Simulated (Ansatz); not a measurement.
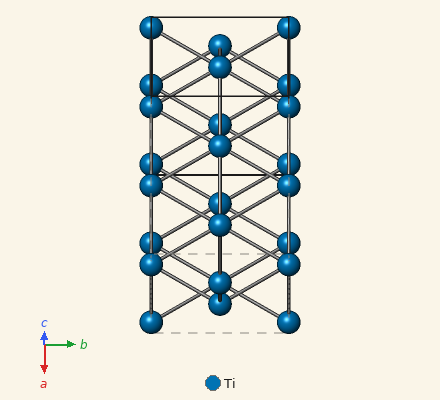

Ti (Fmmm, No. 69): coordinates from a relaxation with DFT PBEsol, scalar-relativistic, plane waves, PAW in Ansatz; the starting structure was generated, so it need not be a known form of this composition.

```cif
data_structure
_symmetry_space_group_name_H-M 'Fmmm'
_symmetry_Int_Tables_number 69
_cell_length_a 2.9116
_cell_length_b 4.8515
_cell_length_c 9.5186
_cell_angle_alpha 90.000
_cell_angle_beta 90.000
_cell_angle_gamma 90.000
_cell_volume 134.46
loop_
_atom_site_label
_atom_site_type_symbol
_atom_site_symmetry_multiplicity
_atom_site_Wyckoff_symbol
_atom_site_fract_x
_atom_site_fract_y
_atom_site_fract_z
_atom_site_occupancy
Ti1 Ti 8 i 0.50000 0.00000 0.36514 1
```

Question: What will a dark-field STEM-like image along [101] show? Simulated incoherent Z contrast: every atom adds Z^1.7 spread by a probe of 0.50 Å full width; channelling and multiple scattering are left out. Shot noise and the speckle of an amorphous layer were added.

Answer: The columns repeat on a centred rectangular net of 2.80 × 4.83 Å (plane group c2mm). All columns are alike (Ti). The shortest distance between visible columns is 0.75 Å in projection. Along the beam the structure repeats every 4.98 Å.

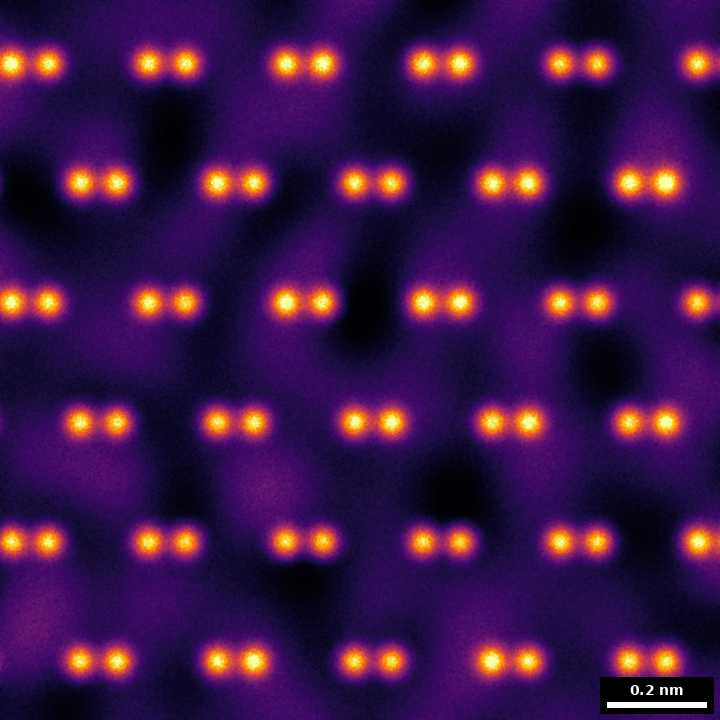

The simulated image.
